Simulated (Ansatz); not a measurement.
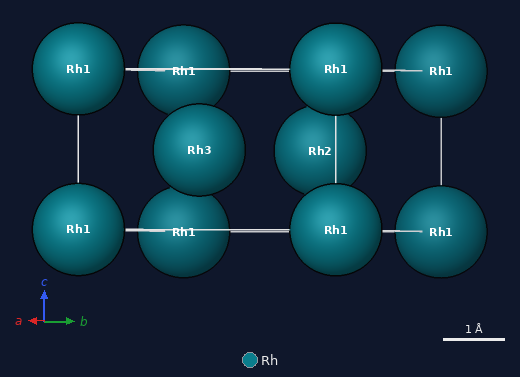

This is the input geometry for a relaxation of solid Rh (built on the omega_191 type). Style: spheres-only. Shown: the cell of the calculation, from a free direction.

Case: omega type (P6/mmm, No. 191).

The calculation used Ansatz 0.2.0, DFT r2SCAN, scalar-relativistic, plane waves, PAW.

The input:
```yaml
crystal:
  lattice:
    - [4.2876396613, 0.0, 0.0]
    - [-2.1438198307, 3.713204869, 0.0]
    - [0.0, 0.0, 2.6601415685]
  atoms:
    - { symbol: Rh, position: [0.0, 0.0, 0.0] }
    - { symbol: Rh, position: [0.3333333333, 0.6666666667, 0.5] }
    - { symbol: Rh, position: [0.6666666667, 0.3333333333, 0.5] }
basis:
  ecutwfc: 500
kpoints:
  mp_grid: { grid: [12, 12, 18] }
hamiltonian:
  xc: r2scan
scf:
  occupations: { method: gaussian, width: 0.1 }
output:
  forces: true
  stress: true
  eigenvalues: true
relax:
  adjacent_minimum: "off"
  f_tol: 0.01
  max_steps: 80
  cell: { stress_tol: 0.05 }
```

> Predict the outcome.

The atoms keep their places relative to the cell (all moves are under 0.005 Å). The volume changes by −0.2 %, with a = b 4.288 → 4.302 Å (+0.3 %), c 2.660 → 2.636 Å (−0.9 %). Near-neighbour distances that change, for instance: Rh1–Rh1 2.660 → 2.636 Å, Rh2–Rh3 2.475 → 2.484 Å. The space group stays P6/mmm (No. 191). After 3 accepted moves (4 points after the start) the energy has fallen by 5.1 meV per cell of the calculation. All forces vanish by symmetry, so only the cell relaxes. Pressure: −0.34 GPa at the start and 0.02 GPa at the end. At 1 point the geometry stayed and the basis and grid were re-selected for the new cell (energy shift of less than 0.05 meV per cell of the calculation at most each time). The run took roughly 2.9 core-minutes on a shared host.

The structure at the end:

```
Rh
1.0
     4.30250    0.00000    0.00000
    -2.15125    3.72607    0.00000
     0.00000    0.00000    2.63589
Rh
3
Cartesian
  -2.1512 3.7261 0.0000
  0.0000 2.4840 1.3179
  2.1512 1.2420 1.3179
```

The end point in the same view:

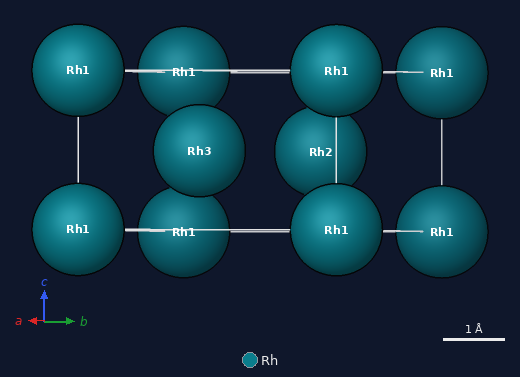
